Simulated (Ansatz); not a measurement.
Run report: TiSi$_{2}$, geometry relaxation (part 1 of 2)

System: TiSi$_{2}$ (Fddd, 6 atoms in the cell).
Method: DFT r2SCAN, scalar-relativistic, plane waves, PAW, no spin polarisation (Ansatz 0.2.0).

The structure derives from an entry of the Crystallography Open Database. It belongs to a series of runs on one base structure; here: volume × 1.03, shape and atoms relaxed. Figures and captions count atoms from 1; the log counts them from 0 in places.

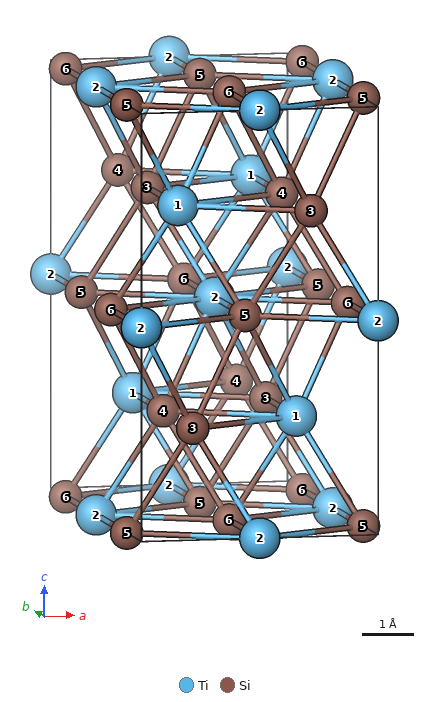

The starting structure (ball-and-stick view of the cell 4 times as large as that of the calculation, set on its symmetry axes, seen slightly off an axis; atoms are numbered from 1 in the order of the input).

Input file:
```yaml
crystal:
  lattice:
    - [0.0, 4.1567421611, 4.3002731515]
    - [2.4140111565, 0.0, 4.3002731515]
    - [2.4140111565, 4.1567421611, 0.0]
  atoms:
    - { symbol: Ti, position: [0.75, 0.75, 0.75] }
    - { symbol: Ti, position: [0.5, 0.5, 0.5] }
    - { symbol: Si, position: [0.0873300282, 0.4126699718, 0.0873300282] }
    - { symbol: Si, position: [0.4126699718, 0.0873300282, 0.4126699718] }
    - { symbol: Si, position: [0.1626699718, 0.8373300282, 0.1626699718] }
    - { symbol: Si, position: [0.8373300282, 0.1626699718, 0.8373300282] }
basis:
  ecutwfc: 500
kpoints:
  mp_grid: { grid: [10, 10, 10] }
hamiltonian:
  xc: r2scan
scf:
  occupations: { method: gaussian, width: 0.1 }
output:
  forces: true
  stress: true
  eigenvalues: true
  write_density: true
  write_potential: true
  elf: true
  volumetric_format: npy
relax:
  adjacent_minimum: "off"
  f_tol: 0.01
  max_steps: 30
  cell: { stress_tol: 0.1, fix: [volume] }
```

Hardware: 2 threads of Arm Neoverse V1, 24 GiB of memory available, shared host.

Run as:
```bash
ansatz run input.yaml --threads 2 --pin off --max-ram 5120MiB --backend cpu --events-out ev --progress --plain --runs-dir out
```

What the program printed:
```
Engine: ansatz 0.2.0, aarch64-unknown-linux-gnu
Pseudopotentials: kind: paw
Pseudopotential: Ti, paw, valence charge 12, recommended cutoff 500 eV (meta_gga), Ti.paw.azcp
Pseudopotential: Si, paw, valence charge 4, recommended cutoff 500 eV (meta_gga), Si.paw.azcp
Functional definition: r2SCAN
  parameter k0 = 0.174
  parameter k1 = 0.065
  parameter a1 = 4.9479
  exchange = r2scan_x(k0 = k0, k1 = k1, a1 = a1)
  correlation = r2scan_c
Crystal: 6 atoms, lattice volume = 86.302 Å³
Basis set: ecut = 500 eV, 2169 PW (Γ), exchange–correlation on 180×144×144 points (64 copies of the dense FFT grid, shifted against one another)
Bands: 26, of which v1, the nominal top of the filled ones, is band 20 counted from 1 (19 counted from 0)
Symmetry: 8 space group operations
Space group: Fddd (ITA 70), of the structure as read, at distance tolerance 4.4e-5 Å
k-points: 171 of 1000
Non-local potential: Ti, projectors of the file, l = 0: 3, l = 1: 2, l = 2: 3, l = 3: 1
Non-local potential: Si, projectors of the file, l = 0: 2, l = 1: 2, l = 2: 2
PAW form: soft (Blöchl's): semilocal exchange-correlation on the pseudo side does not see the compensation charge
PAW frozen core: Ti, regenerated for the run's functional (the file was generated under x = pbe(κ = 0.804, μ = 0.2195149727645171), c = pbe(β = 0.06672455060314922))
PAW frozen core: Si, regenerated for the run's functional (the file was generated under x = pbe(κ = 0.804, μ = 0.2195149727645171), c = pbe(β = 0.06672455060314922))
PAW one-centre angular grid: Ti, 590 points (default); XC on 160 Gauss nodes
PAW one-centre angular grid: Si, 302 points (default); XC on 160 Gauss nodes
Initial density: superposition of atomic densities (neutral atoms: chi_scale 0, normalization atom), corrected by the library's trained network
Initial wavefunctions: pseudopotential atomic-orbital guess
Functional: x = r2scan, c = r2scan; τ floored in thin density (d = 2e-4 eV/Å³)
SCF iter   1: F=—  HF=-7568.042172 eV  |F-HF|=—  |Δ(HF+E_count)|=         —  Δρ=9.45e-3  dr2=6.84e-2  dr2_τ=4.43e-2  ethr=1.77e-3  ⟨swp⟩=6.1  Hψ=22327  notcnv=0
preconditioner: auto → Kerker (q_TF=auto, 2.400 Å⁻¹)  [metal: Δε(μ)=0.005 eV  Ē_g=6.763 eV  σ=0.100 eV  W_gap=0.03  n_scr=16 (ndim 8)  ℏωp=19.6 eV  f_vac=0.000  D(μ)=2.08/eV (n_scr^D=12)]
SCF iter   2: F=—  HF=-7568.151601 eV  |F-HF|=—  |Δ(HF+E_count)|=   1.09e-1  Δρ=3.87e-3  dr2=1.26e-2  dr2_τ=1.10e-3  ethr=1.71e-4  ⟨swp⟩=2.0  Hψ=9697  notcnv=0  defer=237
SCF iter   3: F=—  HF=-7568.152433 eV  |F-HF|=—  |Δ(HF+E_count)|=   8.32e-4  Δρ=2.38e-3  dr2=4.55e-3  dr2_τ=7.61e-5  ethr=3.15e-5  ⟨swp⟩=1.0  Hψ=4209  notcnv=0  defer=237
SCF iter   4: F=—  HF=-7568.152546 eV  |F-HF|=—  |Δ(HF+E_count)|=   1.13e-4  Δρ=5.30e-4  dr2=2.35e-4  dr2_τ=3.99e-6  ethr=1.14e-5  ⟨swp⟩=2.5  Hψ=6308  notcnv=0  defer=237
SCF iter   5: F=—  HF=-7568.152534 eV  |F-HF|=—  |Δ(HF+E_count)|=   1.25e-5  Δρ=6.05e-5  dr2=4.24e-6  dr2_τ=9.19e-8  ethr=5.87e-7  ⟨swp⟩=2.0  Hψ=6278  notcnv=0  defer=237
SCF iter   6: F=—  HF=-7568.152534 eV  |F-HF|=—  |Δ(HF+E_count)|=   4.75e-7  Δρ=1.10e-5  dr2=9.46e-8  dr2_τ=6.49e-9  ethr=2.50e-10  ⟨swp⟩=11.2  Hψ=32817  notcnv=0
SCF iter   7: F=-7568.152534 eV  HF=-7568.152534 eV  |F-HF|=7.39e-9  |Δ(HF+E_count)|=   2.24e-8  Δρ=3.13e-6  dr2=9.80e-9  dr2_τ=4.64e-10  ethr=2.37e-10  ⟨swp⟩=5.8  Hψ=25407  notcnv=0
SCF 1 converged in 7 iterations: F = -7568.152534 eV  dr2 = 9.80e-9
  greatest PAW one-centre occupation: 1.001 electrons in one spin orbital (limit 2), on the Ti atom at site 1 (counted from 0), in its partial waves of l = 1
relax step   1: F+E_penalty+E_count = -7568.15253419 eV  Δ(F+E_penalty+E_count) = +0.000e0 eV  max|allowed force component| = 1.688e-2 eV/Å  Δτ_max = 0.0000 Å  P = -4.184 GPa  Ω = 86.302 Å³  fix = [volume]  reactions: volume -4.184 GPa  (7 SCF iters, dr2 threshold 1.00e-7 eV, accepted)
Initial density: handed on by an earlier stage of this run
Initial wavefunctions: those handed on with the density
iter 1 solved again at ethr=1.27e-6 eV; its pass at ethr=3.10e-3 eV (dr2=5.06e-4 eV) is discarded
SCF iter   1: F=—  HF=-7568.153330 eV  |F-HF|=—  |Δ(HF+E_count)|=         —  Δρ=7.99e-4  dr2=5.23e-4  dr2_τ=4.49e-4  ethr=1.27e-6  ⟨swp⟩=2.0  Hψ=22837  notcnv=0
preconditioner: auto → Kerker (q_TF=auto, 2.400 Å⁻¹)  [metal: Δε(μ)=0.005 eV  Ē_g=6.691 eV  σ=0.100 eV  W_gap=0.03  n_scr=16 (ndim 8)  ℏωp=19.6 eV  f_vac=0.000  D(μ)=2.06/eV (n_scr^D=12)]
SCF iter   2: F=—  HF=-7568.153524 eV  |F-HF|=—  |Δ(HF+E_count)|=   1.95e-4  Δρ=3.84e-4  dr2=1.33e-4  dr2_τ=2.32e-6  ethr=1.27e-6  ⟨swp⟩=2.9  Hψ=7817  notcnv=0
SCF iter   3: F=—  HF=-7568.153504 eV  |F-HF|=—  |Δ(HF+E_count)|=   2.06e-5  Δρ=1.22e-4  dr2=1.46e-5  dr2_τ=5.76e-7  ethr=3.32e-7  ⟨swp⟩=1.2  Hψ=4912  notcnv=0
SCF iter   4: F=—  HF=-7568.153503 eV  |F-HF|=—  |Δ(HF+E_count)|=   5.75e-7  Δρ=4.35e-5  dr2=1.92e-6  dr2_τ=1.22e-7  ethr=3.64e-8  ⟨swp⟩=2.6  Hψ=6893  notcnv=0
SCF iter   5: F=-7568.153503 eV  HF=-7568.153503 eV  |F-HF|=4.37e-8  |Δ(HF+E_count)|=   2.76e-8  Δρ=1.38e-5  dr2=1.00e-7  dr2_τ=7.48e-9  ethr=1.50e-9  ⟨swp⟩=9.5  Hψ=30241  notcnv=0
SCF 2 converged in 5 iterations: F = -7568.153503 eV  dr2 = 1.00e-7
relax step   2: F+E_penalty+E_count = -7568.15350306 eV  Δ(F+E_penalty+E_count) = -9.689e-4 eV  max|allowed force component| = 1.541e-3 eV/Å  Δτ_max = 0.0020 Å  P = -3.997 GPa  Ω = 86.302 Å³  energy of the carried Pulay correction = -3.329e-18 eV  fix = [volume]  reactions: volume -3.997 GPa  (5 SCF iters, dr2 threshold 6.00e-7 eV, accepted)
iter 1 solved again at ethr=8.40e-8 eV; its pass at ethr=3.10e-3 eV (dr2=3.36e-5 eV) is discarded
SCF iter   1: F=—  HF=-7568.153625 eV  |F-HF|=—  |Δ(HF+E_count)|=         —  Δρ=2.08e-4  dr2=3.45e-5  dr2_τ=3.70e-5  ethr=8.40e-8  ⟨swp⟩=2.1  Hψ=22167  notcnv=0
preconditioner: auto → Kerker (q_TF=auto, 2.400 Å⁻¹)  [metal: Δε(μ)=0.001 eV  Ē_g=6.688 eV  σ=0.100 eV  W_gap=0.01  n_scr=16 (ndim 8)  ℏωp=19.6 eV  f_vac=0.000  D(μ)=2.07/eV (n_scr^D=12)]
SCF iter   2: F=—  HF=-7568.153647 eV  |F-HF|=—  |Δ(HF+E_count)|=   2.17e-5  Δρ=9.77e-5  dr2=8.54e-6  dr2_τ=1.48e-7  ethr=8.40e-8  ⟨swp⟩=2.9  Hψ=7925  notcnv=0
SCF iter   3: F=—  HF=-7568.153645 eV  |F-HF|=—  |Δ(HF+E_count)|=   1.58e-6  Δρ=2.98e-5  dr2=8.72e-7  dr2_τ=2.55e-8  ethr=2.13e-8  ⟨swp⟩=1.0  Hψ=4458  notcnv=0
SCF iter   4: F=-7568.153645 eV  HF=-7568.153645 eV  |F-HF|=5.83e-8  |Δ(HF+E_count)|=   7.57e-8  Δρ=1.01e-5  dr2=1.00e-7  dr2_τ=7.75e-9  ethr=6.84e-10  ⟨swp⟩=9.3  Hψ=29737  notcnv=0
SCF 3 converged in 4 iterations: F = -7568.153645 eV  dr2 = 1.00e-7
relax step   3: F+E_penalty+E_count = -7568.15364498 eV  Δ(F+E_penalty+E_count) = -1.419e-4 eV  max|allowed force component| = 1.917e-3 eV/Å  Δτ_max = 0.0001 Å  P = -4.044 GPa  Ω = 86.302 Å³  fix = [volume]  reactions: volume -4.044 GPa  (4 SCF iters, dr2 threshold 2.74e-7 eV, accepted)
Initial wavefunctions: pseudopotential atomic-orbital guess (no wavefunctions were taken with the density)
iter 1 solved again at ethr=5.59e-8 eV; its pass at ethr=3.10e-3 eV (dr2=2.23e-5 eV) is discarded
SCF iter   1: F=—  HF=-7568.153651 eV  |F-HF|=—  |Δ(HF+E_count)|=         —  Δρ=1.87e-5  dr2=1.06e-7  dr2_τ=3.58e-8  ethr=5.59e-8  ⟨swp⟩=3.0  Hψ=32702  notcnv=0
preconditioner: auto → Kerker (q_TF=auto, 2.400 Å⁻¹)  [metal: Δε(μ)=0.001 eV  Ē_g=6.688 eV  σ=0.100 eV  W_gap=0.00  n_scr=16 (ndim 8)  ℏωp=19.6 eV  f_vac=0.000  D(μ)=2.07/eV (n_scr^D=12)]
SCF iter   2: F=—  HF=-7568.153652 eV  |F-HF|=—  |Δ(HF+E_count)|=   6.25e-7  Δρ=8.90e-6  dr2=1.43e-8  dr2_τ=9.01e-9  ethr=2.64e-10  ⟨swp⟩=2.5  Hψ=7221  notcnv=0
SCF iter   3: F=—  HF=-7568.153652 eV  |F-HF|=—  |Δ(HF+E_count)|=   2.77e-7  Δρ=4.67e-6  dr2=5.54e-9  dr2_τ=1.96e-9  ethr=3.57e-11  ⟨swp⟩=2.5  Hψ=6109  notcnv=0
SCF iter   4: F=-7568.153652 eV  HF=-7568.153652 eV  |F-HF|=4.55e-9  |Δ(HF+E_count)|=   8.48e-8  Δρ=9.48e-7  dr2=9.63e-11  dr2_τ=8.68e-11  ethr=1.00e-12  ⟨swp⟩=5.2  Hψ=24524  notcnv=0
SCF 4 converged in 4 iterations: F = -7568.153652 eV  dr2 = 9.63e-11
relax step   4: F+E_penalty+E_count = -7568.15365188 eV  Δ(F+E_penalty+E_count) = -6.904e-6 eV  max|allowed force component| = 1.963e-3 eV/Å  Δτ_max = 0.0000 Å  P = -4.043 GPa  Ω = 86.302 Å³  fix = [volume]  reactions: volume -4.043 GPa  stress off target by 4.01e-2 GPa on what of the cell is left free  SCF on the basis re-selected at this cell (its energy is not comparable with the rows above)  (4 SCF iters)
```

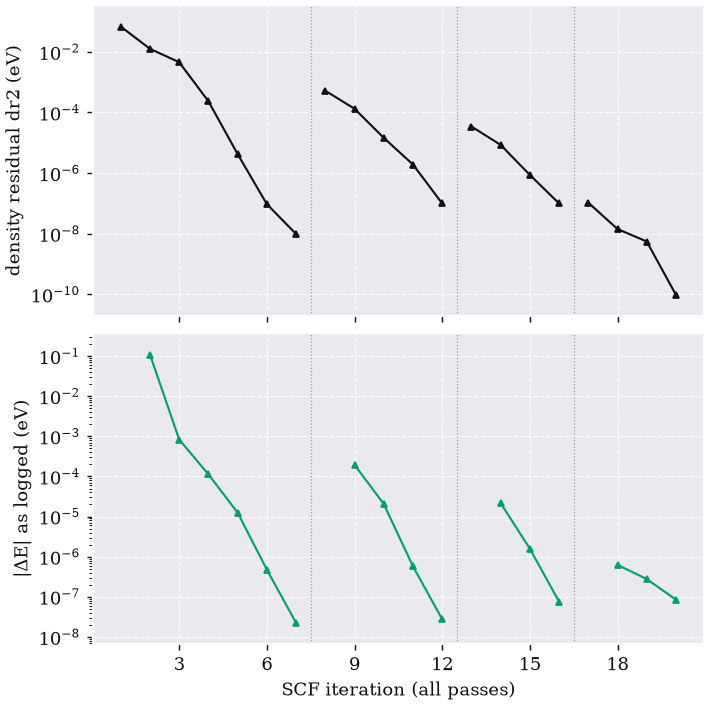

Convergence of the self-consistent field: density residual dr2 and size of the energy change against the SCF iteration. The dotted lines part the SCF passes of the relaxation: geometry steps, rejected trials and re-solves on a re-selected basis. The passes take 7, 5, 4 and 4 iterations.

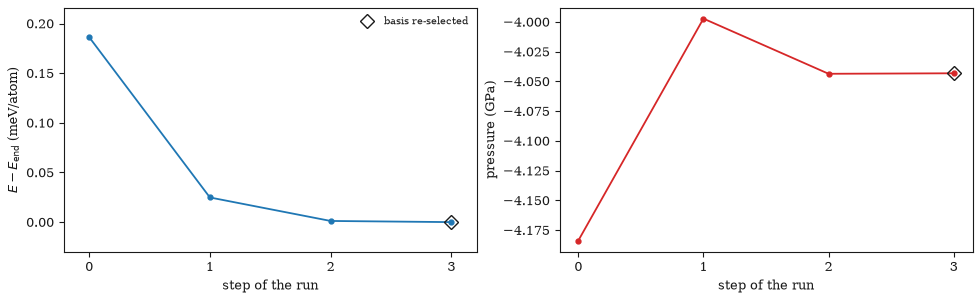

Progress of the relaxation, step by step (the first geometry is step 0 here and step 1 in the log). After 2 geometry steps the energy has fallen by 0.2 meV per atom. The largest force component goes from 0.017 to 0.002 eV/Å. Pressure: −4.18 GPa at the start and −4.04 GPa at the end. No atom moves by more than 0.005 Å relative to the cell. Among the contacts that change: Ti1–Si3 2.804 → 2.812 Å, Si3–Si5 2.544 → 2.539 Å. The space group stays Fddd (No. 70). A last SCF at the same geometry on a re-selected plane-wave basis shifts the energy by next to nothing (0.0 meV per atom). (Atoms are counted from 1 in the order of the input.)
